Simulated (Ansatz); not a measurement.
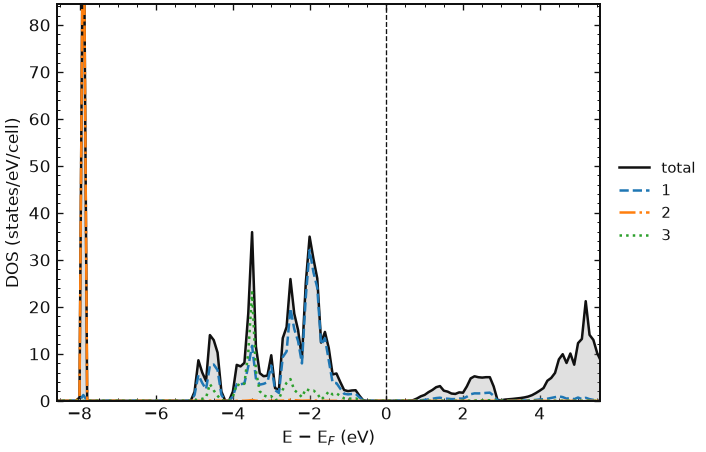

Density of states. Energies are counted from the Fermi level. The partial curves are projected on Löwdin-orthogonalised atomic shells; they sum to less than the total at higher energies, where shells without a projector contribute.

Structure: Cs₂AgBiBr₆, space group Fm-3m, 10 atoms in the cell.

Computed with Ansatz 0.2.0: DFT LDA, scalar-relativistic, plane waves, PAW, no spin polarisation, 4×4×4 k mesh, 420 eV cutoff.

Assign each number in the legend. The candidates: Ag 4d, Br 4p, Cs 5p.

1 is Br 4p; 2 is Cs 5p; 3 is Ag 4d.

Metal or insulator, going by the density of states?

There is a gap; over the k points computed it is 1.16 eV.

Spin-orbit coupling is left out, which matters for Bi.
